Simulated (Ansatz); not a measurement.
## Geometry relaxation of PtSe2 (part 2 of 2)

PtSe2 (P-3m1, 3 atoms in the cell); DFT PBE, scalar-relativistic, plane waves, PAW, no spin polarisation (Ansatz 0.2.0); cutoff 420 eV, 12×12×8 k-mesh, Gaussian smearing of 0.1 eV. The structure derives from an entry of the Crystallography Open Database.

Geometry of the input (Å; fractional positions):
```
3.7240  0.0000  0.0000
-1.8620  3.2251  0.0000
0.0000  0.0000  5.0620
Pt 0.0000  0.0000  0.0000
Se 0.3333  0.6667  0.2500
Se 0.6667  0.3333  0.7500
```

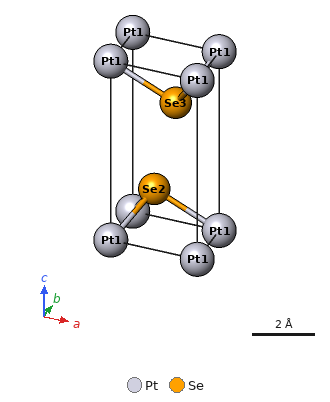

Figure 1. The geometry at step 10 of the log (ball-and-stick view of the cell of the calculation, seen slightly off an axis; atoms are numbered from 1 in the order of the input).

Output, continued:
```
relax step  19: F+E_penalty+E_count = -23462.36938933 eV  Δ(F+E_penalty+E_count) = +2.817e-5 eV  max|allowed force component| = 7.182e-4 eV/Å  Δτ_max = 0.0020 Å  P = -0.002 GPa  Ω = 79.558 Å³  energy of the carried Pulay correction = -5.151e-4 eV  (8 SCF iters, accepted)
iter 1 solved again at ethr=1.37e-7 eV; its pass at ethr=3.10e-3 eV (dr2=6.85e-5 eV) is discarded
SCF iter   1: F=—  HF=-23462.360183 eV  |F-HF|=—  |Δ(HF+E_count)|=         —  Δρ=6.06e-4  dr2=8.40e-6  ethr=1.37e-7  ⟨swp⟩=3.9  Hψ=24957  notcnv=0
preconditioner: auto → Resta (q_TF=auto, 2.525 Å⁻¹)  ε∞=5.1  [insulator: Δε(μ)=0.889 eV  Ē_g=9.596 eV  σ=0.100 eV  W_gap=1.00  n_scr=22 (ndim 8)  ℏωp=19.5 eV  f_vac=0.245  D(μ)=0.00/eV (n_scr^D=0)  ε∞_Penn≈5.1]
SCF iter   2: F=—  HF=-23462.366607 eV  |F-HF|=—  |Δ(HF+E_count)|=   6.42e-3  Δρ=3.07e-4  dr2=1.99e-6  ethr=1.68e-8  ⟨swp⟩=3.0  Hψ=6246  notcnv=0
SCF iter   3: F=—  HF=-23462.369684 eV  |F-HF|=—  |Δ(HF+E_count)|=   3.08e-3  Δρ=6.35e-5  dr2=5.27e-7  ethr=3.99e-9  ⟨swp⟩=2.8  Hψ=5671  notcnv=0
SCF iter   4: F=—  HF=-23462.369811 eV  |F-HF|=—  |Δ(HF+E_count)|=   1.28e-4  Δρ=1.52e-5  dr2=8.34e-8  ethr=1.05e-9  ⟨swp⟩=2.0  Hψ=5162  notcnv=0
SCF iter   5: F=—  HF=-23462.369819 eV  |F-HF|=—  |Δ(HF+E_count)|=   7.49e-6  Δρ=3.65e-6  dr2=1.13e-8  ethr=1.67e-10  ⟨swp⟩=2.1  Hψ=5311  notcnv=0
SCF iter   6: F=—  HF=-23462.369819 eV  |F-HF|=—  |Δ(HF+E_count)|=   3.59e-7  Δρ=7.80e-7  dr2=8.85e-10  ethr=2.27e-11  ⟨swp⟩=2.1  Hψ=6695  notcnv=0
SCF iter   7: F=—  HF=-23462.369819 eV  |F-HF|=—  |Δ(HF+E_count)|=   3.01e-9  Δρ=4.42e-7  dr2=2.45e-10  ethr=1.77e-12  ⟨swp⟩=2.1  Hψ=6695  notcnv=0
SCF iter   8: F=-23462.369819 eV  HF=-23462.369819 eV  |F-HF|=5.46e-11  |Δ(HF+E_count)|=   2.04e-9  Δρ=1.09e-7  dr2=2.07e-11  ethr=1.00e-12  ⟨swp⟩=5.0  Hψ=18793  notcnv=0
SCF 20 converged in 8 iterations: F = -23462.369819 eV  dr2 = 2.07e-11
relax step  20: F+E_penalty+E_count = -23462.36981900 eV  Δ(F+E_penalty+E_count) = -4.297e-4 eV  max|allowed force component| = 6.453e-4 eV/Å  Δτ_max = 0.0000 Å  P = -0.011 GPa  Ω = 79.558 Å³  stress off target by 1.45e-2 GPa  SCF on the basis re-selected at this cell (its energy is not comparable with the rows above)  (8 SCF iters)
basis re-selected at this cell: Δ(F+E_penalty+E_count) = -4.297e-4 eV, ΔP = -0.010 GPa vs the last step (what re-selecting the basis moved, of the pressure what is left beyond the Pulay correction that the steps carried, after the strain that the cell walked since its last selection, with what the two solves' SCF thresholds leave and, on support functions, any second-order correction that the steps lacked; it is no measure of the basis error at this ecutwfc). This SCF's stress stands 1.45e-2 GPa from its target on what of the cell is left free (relax.cell.stress_tol is 5.00e-2 GPa) and its largest allowed force component is 6.45e-4 eV/Å (relax.f_tol is 5.00e-3 eV/Å): within both
SCF converged after 8 iterations
Free energy (F): -23462.369819 eV
Harris-Foulkes:  -23462.369819 eV  (|F-HF|=5.46e-11)
Internal energy: -23462.369819 eV  (E = F + TS)
E sigma→0 (E₀):  -23462.369819 eV
Fermi energy:    8.643514 eV
--- Per-component energies (eV) ---
  E_band       = -1163.520617
  E_kinetic    = 872.290990
  E_local      = -9317.095843  (includes V_loc(G=0)·N_el)
  E_nonlocal   = -990.839295
  E_hartree    = 4311.658186
  E_xc         = -469.397673
  E_vxc        = -498.101594  (∫ρ·V_xc dr)
  E_paw        = -13277.750344  (= ΣΔE_a)
  E_vpaw       = 146.910036  (= ΣTr[D̂ρ^β])
  E_aug_tail   = -0.001010  (compensation charges beyond the density's cutoff)
  E_ewald      = -4591.234831
  E_smearing   = -0.000000  (= −TS)
  E_closure    = -0.000000  (closes the sum)
  Σ components = -23462.369819   (vs F -23462.369819, Δ=0.00e0)
--- Forces (eV/Å), atoms counted from 1 ---
  atom   1  Pt     0.00000000     0.00000000     0.00000000
  atom   2  Se    -0.00000000     0.00000000     0.00064528
  atom   3  Se     0.00000000    -0.00000000    -0.00064528
  max |Σ_I F_I| component: 2.31e-18 eV/Å
--- Stress (GPa, compression-positive) ---
       -0.014518      -0.000000       0.000000
       -0.000000      -0.014518       0.000000
       -0.000000       0.000000      -0.004580
  P = ⅓ Tr σ = -0.0112 GPa (-0.112 kbar)
--- Band table (eV; the first three rows and the last of 131) ---
  k-point 0: bands = ["-90.4410", "-44.6691", "-44.6691", "-44.5922", "-39.3898", "-39.3898", "-39.3883", "-39.3883", "-39.3565", "-39.3565", "-39.3537", "-39.3537", "-39.3424", "-39.3421", "-5.9891", "-4.1564", "2.8065", "2.9321", "2.9321", "5.1703", "5.1703", "6.6082", "7.9353", "7.9353", "7.9762", "10.8434", "10.8434", "12.3745", "13.4104", "16.3345"]
  k-point 1: bands = ["-90.4410", "-44.6691", "-44.6691", "-44.5922", "-39.3898", "-39.3898", "-39.3883", "-39.3883", "-39.3565", "-39.3565", "-39.3537", "-39.3537", "-39.3424", "-39.3421", "-5.9833", "-4.1693", "2.8504", "2.9324", "2.9324", "5.1701", "5.1701", "6.6178", "7.8374", "7.9311", "7.9311", "10.8532", "10.8532", "12.5625", "13.4328", "16.3230"]
  k-point 2: bands = ["-90.4410", "-44.6691", "-44.6691", "-44.5922", "-39.3898", "-39.3898", "-39.3883", "-39.3883", "-39.3564", "-39.3564", "-39.3537", "-39.3537", "-39.3424", "-39.3421", "-5.9690", "-4.2005", "2.9332", "2.9332", "2.9608", "5.1697", "5.1697", "6.6521", "7.5103", "7.9210", "7.9210", "10.8771", "10.8771", "13.0232", "13.5021", "16.2947"]
  k-point 130: bands = ["-90.4408", "-44.6754", "-44.6754", "-44.5915", "-39.3895", "-39.3891", "-39.3891", "-39.3880", "-39.3567", "-39.3548", "-39.3548", "-39.3541", "-39.3420", "-39.3420", "-4.3637", "-4.3637", "2.7898", "3.1644", "3.1644", "4.5863", "4.5863", "5.4831", "5.6962", "6.9208", "6.9208", "9.9779", "9.9779", "14.5009", "15.5256", "15.5256"]
--- Relaxed structure (17 steps of the walk, 17 accepted, 3 SCFs on fresh bases) ---
  F+E_penalty+E_count = -23462.36981900 eV   max|allowed force component| = 6.453e-4 eV/Å   (the final SCF, on the basis selected at the relaxed cell)
  cell:  # Å, volume = 79.5579 Å³
    - [3.7516620337399837, -6.918300842885522e-32, 1.417018301091066e-16]
    - [-1.8758310168699919, 3.249034627632418, -7.085091505455327e-17]
    - [1.9261400310338473e-16, 4.1694469864840754e-32, 6.526878548142603]
  atoms:
    - { symbol: Pt, position: [5.761706253021822e-34, 3.0480701516052927e-34, -2.3738919364399497e-66] }
    - { symbol: Se, position: [0.3333333333333332, 0.6666666666666664, 0.2001869949437182] }
    - { symbol: Se, position: [0.6666666666666666, 0.3333333333333332, 0.7998130050562821] }
```

Trajectory as extended XYZ (Å, eV, eV/Å), 20 frames, from step=1 to step=20:
```
3
Lattice="3.7240 0.0000 0.0000 -1.8620 3.2251 0.0000 0.0000 0.0000 5.0620" Properties=species:S:1:pos:R:3:forces:R:3 step=1 energy=-23462.25441 pressure_GPa=7.31
Pt    0.0000    0.0000    0.0000    0.0000   0.0000   0.0000
Se    0.0000    2.1501    1.2655    0.0000   0.0000   0.5637
Se    1.8620    1.0750    3.7965    0.0000   0.0000  -0.5637
3
Lattice="3.8638 0.0000 0.0000 -1.9319 3.3461 0.0000 0.0000 0.0000 5.3093" Properties=species:S:1:pos:R:3:forces:R:3 step=2 energy=-23462.30874 pressure_GPa=-3.07
Pt    0.0000    0.0000    0.0000    0.0000   0.0000   0.0000
Se    0.0000    2.2307    1.2633    0.0000   0.0000  -0.1497
Se    1.9319    1.1154    4.0460    0.0000   0.0000   0.1497
3
Lattice="3.8004 0.0000 0.0000 -1.9002 3.2912 0.0000 0.0000 0.0000 5.3258" Properties=species:S:1:pos:R:3:forces:R:3 step=3 energy=-23462.34083 pressure_GPa=-0.59
Pt    0.0000    0.0000    0.0000    0.0000   0.0000   0.0000
Se    0.0000    2.1942    1.2866    0.0000   0.0000  -0.0781
Se    1.9002    1.0971    4.0392    0.0000   0.0000   0.0781
3
Lattice="3.7817 0.0000 0.0000 -1.8908 3.2750 0.0000 0.0000 0.0000 5.4080" Properties=species:S:1:pos:R:3:forces:R:3 step=4 energy=-23462.34628 pressure_GPa=0.33
Pt    0.0000    0.0000    0.0000    0.0000   0.0000   0.0000
Se    0.0000    2.1834    1.2876    0.0000   0.0000   0.0108
Se    1.8908    1.0917    4.1204    0.0000   0.0000  -0.0108
3
Lattice="3.7615 0.0000 0.0000 -1.8807 3.2575 0.0000 0.0000 0.0000 5.5974" Properties=species:S:1:pos:R:3:forces:R:3 step=5 energy=-23462.35165 pressure_GPa=1.01
Pt    0.0000    0.0000    0.0000    0.0000   0.0000   0.0000
Se    0.0000    2.1717    1.2908    0.0000   0.0000   0.0963
Se    1.8807    1.0858    4.3066    0.0000   0.0000  -0.0963
3
Lattice="3.7582 0.0000 0.0000 -1.8791 3.2547 0.0000 0.0000 0.0000 5.7155" Properties=species:S:1:pos:R:3:forces:R:3 step=6 energy=-23462.35398 pressure_GPa=0.68
Pt    0.0000    0.0000    0.0000    0.0000   0.0000   0.0000
Se    0.0000    2.1698    1.2955    0.0000   0.0000   0.0694
Se    1.8791    1.0849    4.4199    0.0000   0.0000  -0.0694
3
Lattice="3.7670 0.0000 0.0000 -1.8835 3.2623 0.0000 0.0000 0.0000 5.7324" Properties=species:S:1:pos:R:3:forces:R:3 step=7 energy=-23462.35484 pressure_GPa=-0.02
Pt    0.0000    0.0000    0.0000    0.0000   0.0000   0.0000
Se    0.0000    2.1749    1.2976    0.0000   0.0000  -0.0039
Se    1.8835    1.0874    4.4347    0.0000   0.0000   0.0039
3
Lattice="3.7670 0.0000 0.0000 -1.8835 3.2623 0.0000 0.0000 0.0000 5.7324" Properties=species:S:1:pos:R:3:forces:R:3 step=8 energy=-23462.36062 pressure_GPa=0.13
Pt    0.0000    0.0000    0.0000    0.0000   0.0000   0.0000
Se    0.0000    2.1749    1.2976    0.0000   0.0000  -0.0060
Se    1.8835    1.0874    4.4347    0.0000   0.0000   0.0060
3
Lattice="3.7636 0.0000 0.0000 -1.8818 3.2593 0.0000 0.0000 0.0000 5.8195" Properties=species:S:1:pos:R:3:forces:R:3 step=9 energy=-23462.36287 pressure_GPa=0.11
Pt    0.0000    0.0000    0.0000    0.0000   0.0000   0.0000
Se    0.0000    2.1729    1.2998    0.0000   0.0000  -0.0071
Se    1.8818    1.0864    4.5197    0.0000   0.0000   0.0071
3
Lattice="3.7571 0.0000 0.0000 -1.8786 3.2538 0.0000 0.0000 0.0000 6.0666" Properties=species:S:1:pos:R:3:forces:R:3 step=10 energy=-23462.36678 pressure_GPa=0.28
Pt    0.0000    0.0000    0.0000    0.0000   0.0000   0.0000
Se    0.0000    2.1692    1.2996    0.0000   0.0000   0.0408
Se    1.8786    1.0846    4.7670    0.0000   0.0000  -0.0408
3
Lattice="3.7529 0.0000 0.0000 -1.8764 3.2501 0.0000 0.0000 0.0000 6.1454" Properties=species:S:1:pos:R:3:forces:R:3 step=11 energy=-23462.36740 pressure_GPa=-0.01
Pt    0.0000    0.0000    0.0000    0.0000   0.0000   0.0000
Se    0.0000    2.1667    1.3086    0.0000   0.0000  -0.0320
Se    1.8764    1.0834    4.8369    0.0000   0.0000   0.0320
3
Lattice="3.7522 0.0000 0.0000 -1.8761 3.2495 0.0000 0.0000 0.0000 6.3164" Properties=species:S:1:pos:R:3:forces:R:3 step=12 energy=-23462.36744 pressure_GPa=0.14
Pt    0.0000    0.0000    0.0000    0.0000   0.0000   0.0000
Se    0.0000    2.1664    1.3041    0.0000   0.0000   0.0245
Se    1.8761    1.0832    5.0123    0.0000   0.0000  -0.0245
3
Lattice="3.7548 0.0000 0.0000 -1.8774 3.2518 0.0000 0.0000 0.0000 6.2926" Properties=species:S:1:pos:R:3:forces:R:3 step=13 energy=-23462.36761 pressure_GPa=-0.03
Pt    0.0000    0.0000    0.0000    0.0000   0.0000   0.0000
Se    0.0000    2.1678    1.3049    0.0000   0.0000  -0.0010
Se    1.8774    1.0839    4.9876    0.0000   0.0000   0.0010
3
Lattice="3.7542 0.0000 0.0000 -1.8771 3.2512 0.0000 0.0000 0.0000 6.2735" Properties=species:S:1:pos:R:3:forces:R:3 step=14 energy=-23462.36770 pressure_GPa=0.01
Pt    0.0000    0.0000    0.0000    0.0000   0.0000   0.0000
Se    0.0000    2.1675    1.3052    0.0000   0.0000   0.0000
Se    1.8771    1.0837    4.9683    0.0000   0.0000   0.0000
3
Lattice="3.7542 0.0000 0.0000 -1.8771 3.2512 0.0000 0.0000 0.0000 6.2735" Properties=species:S:1:pos:R:3:forces:R:3 step=15 energy=-23462.36931 pressure_GPa=0.02
Pt    0.0000    0.0000    0.0000    0.0000   0.0000   0.0000
Se    0.0000    2.1675    1.3052    0.0000   0.0000  -0.0007
Se    1.8771    1.0837    4.9683    0.0000   0.0000   0.0007
3
Lattice="3.7530 0.0000 0.0000 -1.8765 3.2502 0.0000 0.0000 0.0000 6.3430" Properties=species:S:1:pos:R:3:forces:R:3 step=16 energy=-23462.36948 pressure_GPa=0.02
Pt    0.0000    0.0000    0.0000    0.0000   0.0000   0.0000
Se    0.0000    2.1668    1.3058    0.0000   0.0000  -0.0003
Se    1.8765    1.0834    5.0371    0.0000   0.0000   0.0003
3
Lattice="3.7514 0.0000 0.0000 -1.8757 3.2488 0.0000 0.0000 0.0000 6.4856" Properties=species:S:1:pos:R:3:forces:R:3 step=17 energy=-23462.36946 pressure_GPa=0.06
Pt    0.0000    0.0000    0.0000    0.0000   0.0000   0.0000
Se    0.0000    2.1659    1.3058    0.0000   0.0000   0.0106
Se    1.8757    1.0829    5.1798    0.0000   0.0000  -0.0106
3
Lattice="3.7511 0.0000 0.0000 -1.8755 3.2485 0.0000 0.0000 0.0000 6.5163" Properties=species:S:1:pos:R:3:forces:R:3 step=18 energy=-23462.36942 pressure_GPa=0.01
Pt    0.0000    0.0000    0.0000    0.0000   0.0000   0.0000
Se    0.0000    2.1657    1.3070    0.0000   0.0000  -0.0006
Se    1.8755    1.0828    5.2093    0.0000   0.0000   0.0006
3
Lattice="3.7517 0.0000 0.0000 -1.8758 3.2490 0.0000 0.0000 0.0000 6.5269" Properties=species:S:1:pos:R:3:forces:R:3 step=19 energy=-23462.36939 pressure_GPa=-0.00
Pt    0.0000    0.0000    0.0000    0.0000   0.0000   0.0000
Se    0.0000    2.1660    1.3066    0.0000   0.0000   0.0007
Se    1.8758    1.0830    5.2203    0.0000   0.0000  -0.0007
3
Lattice="3.7517 0.0000 0.0000 -1.8758 3.2490 0.0000 0.0000 0.0000 6.5269" Properties=species:S:1:pos:R:3:forces:R:3 step=20 energy=-23462.36982 pressure_GPa=-0.01
Pt    0.0000    0.0000    0.0000    0.0000   0.0000   0.0000
Se    0.0000    2.1660    1.3066    0.0000   0.0000   0.0006
Se    1.8758    1.0830    5.2203    0.0000   0.0000  -0.0006
```

Results in brief:

```json
{"quantity": "outcome", "value": "converged"}
{"quantity": "space group (tolerance 0.01 Å)", "value": "P-3m1 (164)"}
{"quantity": "electrons treated", "value": "50"}
{"quantity": "free energy", "value": "−23462.3698 eV"}
{"quantity": "Fermi energy", "value": "8.644 eV"}
{"quantity": "gap on the k-point mesh", "value": "0.89 eV"}
{"quantity": "pressure", "value": "−0.01 GPa"}
{"quantity": "final volume", "value": "79.56 Å³"}
{"quantity": "largest force (length of the vector) at the end", "value": "0.001 eV/Å"}
{"quantity": "final cell", "value": "a = 3.752 Å, b = 3.752 Å, c = 6.527 Å, α = 90.00°, β = 90.00°, γ = 120.00°"}
{"quantity": "hardware", "value": "1 thread of Intel Xeon @ 2.50GHz (Skylake/Cascade Lake), 189 GiB of memory available, shared host"}
{"quantity": "wall time", "value": "8.3 min"}
{"quantity": "peak memory", "value": "0.55 GiB"}
```

Remarks:

Spin–orbit coupling is left out, which matters for Pt.
